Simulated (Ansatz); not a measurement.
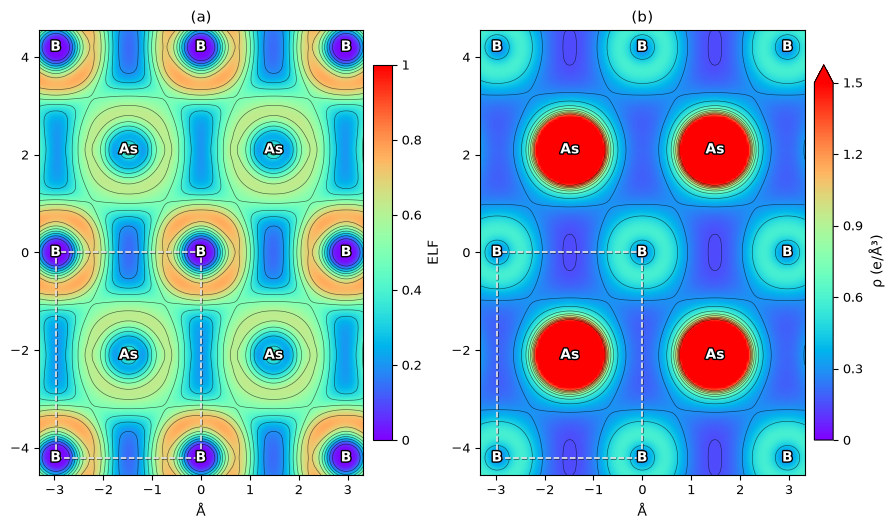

Figure. BAs. (a) electron localisation function; (b) valence charge density (pseudo) on the (011) plane of the conventional cell.

Space group Pm-3m; a generated structure, not necessarily the stable one; computed pressure about −3 GPa in this cell.

Level of theory: Kohn-Sham DFT of a periodic cell, PBE, Ansatz PAW in Ansatz.

The density is the valence pseudo-density of a PAW calculation; it isn't the true density close to the nuclei.

What do the fields say about this system?

Answer. Atoms in the plane: B and As.
B–As (2.57 Å): ρ at the midpoint is about 0.31 e/Å³; the ELF peaks at about 0.75 in the valence shell of B, 0.7 Å from its nucleus, and drops to about 0.50 between the two atoms.
Between the atoms the lowest density in this plane is 0.14 e/Å³.
